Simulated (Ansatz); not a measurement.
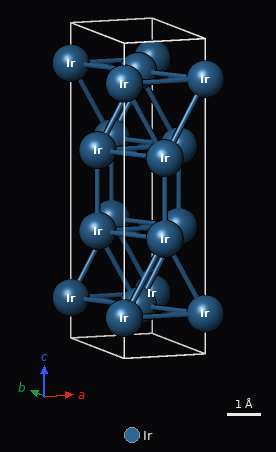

Crystalline Ir (built on the black phosphorus_64 type), before the relaxation. Style: ball-and-stick. Shown: the conventional cell (4 times the calculation's cell), slightly off an axis. Lengths and directions refer to the drawn axes.

Case: black phosphorus type (Cmce, No. 64).

Level of theory: Ansatz 0.2.0, DFT r2SCAN, scalar-relativistic, plane waves, PAW.

Input
```yaml
crystal:
  lattice:
    - [0.0, 2.2920400183, 4.9060091672]
    - [1.3390397931, 0.0, 4.9060091672]
    - [1.3390397931, 2.2920400183, 0.0]
  atoms:
    - { symbol: Ir, position: [0.8720042952, 0.8720042952, 0.1279957048] }
    - { symbol: Ir, position: [0.1279957048, 0.1279957048, 0.8720042952] }
basis:
  ecutwfc: 500
kpoints:
  mp_grid: { grid: [24, 24, 24] }
hamiltonian:
  xc: r2scan
scf:
  occupations: { method: gaussian, width: 0.1 }
output:
  forces: true
  stress: true
  eigenvalues: true
relax:
  adjacent_minimum: "off"
  f_tol: 0.01
  max_steps: 80
  cell: { stress_tol: 0.05 }
```

Question: Where does the relaxation end?

Answer: The largest moves relative to the cell, 0.006 Å, are those of Ir1 and Ir2. Ir1 goes along +c. The volume changes by −0.1 %, with a 2.678 → 2.666 Å (−0.5 %), b 4.584 → 4.605 Å (+0.4 %), c 9.812 → 9.803 Å (−0.1 %). Some distances before and after: Ir1–Ir2 2.512 → 2.497 Å, Ir1–Ir1 2.678 → 2.666 Å, Ir1–Ir1 (another image) 2.655 → 2.660 Å, Ir1–Ir2 (another image) 2.743 → 2.749 Å. The space group stays Fmmm (No. 69). Over 3 accepted moves (5 points after the start) the energy falls by 1.5 meV per atom. The largest force component goes from 0.17 to 0.00091 eV/Å. The pressure goes from −0.52 to 0.01 GPa. The line search rejected the trial step at point 1 of the run. At 1 point the geometry stayed and the basis and grid were re-selected for the new cell (energy shift of less than 0.05 meV per atom at most each time).

The structure at the end:

```xyz
2
Lattice="0.0000 2.3023 4.9015 1.3329 0.0000 4.9015 1.3329 2.3023 0.0000" Properties=species:S:1:pos:R:3 pbc="T T T"
Ir    1.3329    2.3023    8.5543
Ir    1.3329    2.3023    1.2487
```
